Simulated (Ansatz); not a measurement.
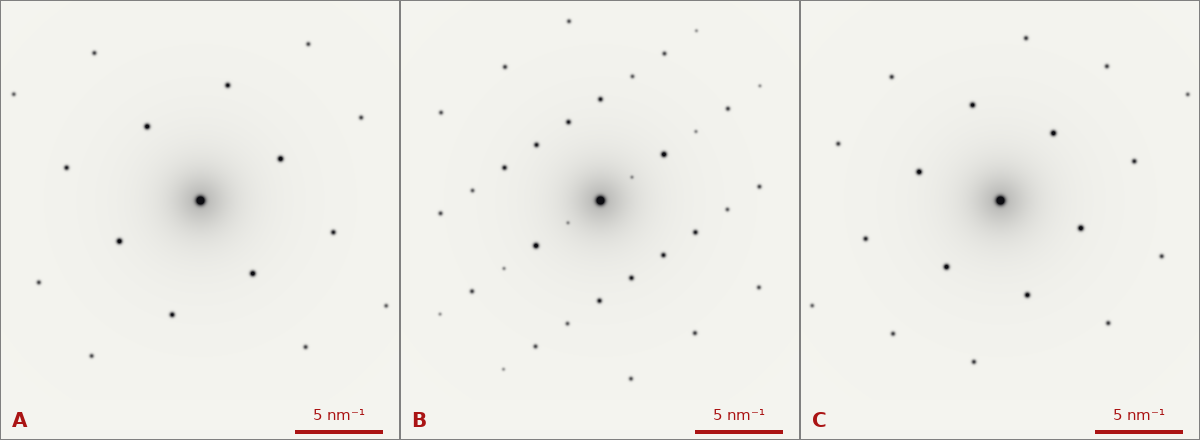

Kinematic electron diffraction patterns (200 kV, B = 0.5 Å², same scale, each along a low-index zone) of three structures of composition Ni, each relaxed at zero pressure with DFT PBE, scalar-relativistic, plane waves, PAW (Ansatz). Each run keeps the magnetic state that it reached.

The structures (standard cells):
1. Fm-3m (No. 225), a = 3.519 Å, 4 atoms; generated start, possibly hypothetical
2. Fmmm (No. 69), a = 2.470 Å, b = 4.188 Å, c = 8.851 Å, 8 atoms; generated start, possibly hypothetical
3. I4/mmm (No. 139), a = 2.947 Å, c = 2.534 Å, 2 atoms; generated start, possibly hypothetical

Which pattern belongs to which structure, and along which zone?

A is structure 3 along [100] or an equivalent direction: centred rectangular net of 0 1 1 at d = 1.92 Å and 0 -1 1 at d = 1.92 Å, 81.4° apart. B is structure 2 along [110] or an equivalent direction: centred rectangular net of 0 0 2 (weak) at d = 4.43 Å and 1 -1 1 at d = 2.07 Å, 76.5° apart (some points of this net are extinct or too weak to see). C is structure 1 along [110] or an equivalent direction: centred rectangular net of -1 1 -1 at d = 2.03 Å and -1 1 1 at d = 2.03 Å, 70.5° apart.

Which structure lies lowest at this level of theory, and by how much?

Structure 1 (Fm-3m, 10.89 Å³ an atom) is the lowest of these; structure 3 (I4/mmm, 11.01 Å³ an atom) lies about 79 meV an atom higher; structure 2 (Fmmm, 11.45 Å³ an atom) lies about 230 meV an atom higher. These are static energies at 0 K; other structures, not shown, may lie lower still.
